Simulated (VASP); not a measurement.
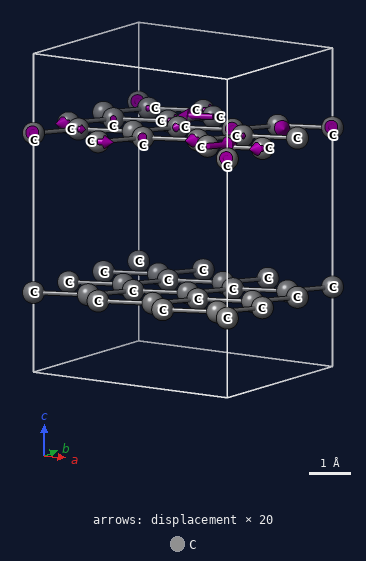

A relaxation of a defect cell of composition C. The starting structure is drawn; purple arrows show the displacements, 20 times their true length.

A ball-and-stick model of the cell of the calculation, seen slightly off an axis.

The run lets the atoms move in a fixed cell.

All numbers below come from Kohn-Sham DFT of a periodic cell, PBE, VASP PAW PBE potentials, recommended (VASP).

Input
```
PREC = Normal
ENCUT = 450
EDIFF = 1E-6
ISMEAR = 1
SIGMA = 0.1
LREAL = Auto
LASPH = T
NELM = 80
ALGO = Normal
ISIF = 2
LWAVE = F
LCHARG = F
GGA = PE
IBRION = 2
NSW = 70
EDIFFG = -0.025
ICORELEVEL = 1
ISYM = 0
LUSENCCL = F
```

Run as
```bash
cat potpaw_PBE.64/C/POTCAR > POTCAR
mpirun -np 1 vasp_std > vasp.out
```

Question: Describe the change and its energy.

Answer: After 10 geometry steps the energy has fallen by 0.247 eV per cell of the calculation. Largest force component: 1.9 eV/Å at the start, 0.0056 eV/Å at the end. The largest moves, 0.048 Å, are those of C atoms. The lattice vectors keep their values. Some distances before and after: C–C 1.424 → 1.391 Å, C–C 1.424 → 1.448 Å, C–C 1.424 → 1.414 Å. Among the angles between lasting bonds that change: C–C–C 120.0° → 124.9°, C–C–C 120.0° → 123.6°, C–C–C 120.0° → 117.4°. At step 1 the optimiser overshot: the energy rose above the start, and later steps came back. It ran on 1 × NVIDIA H100 80GB with 1 thread of AMD EPYC 7R13 Processor (Zen 3) (shared host).

Limits of the set-up: the periodic images lie only 7.4 Å apart, so the values are limited by the cell's size.
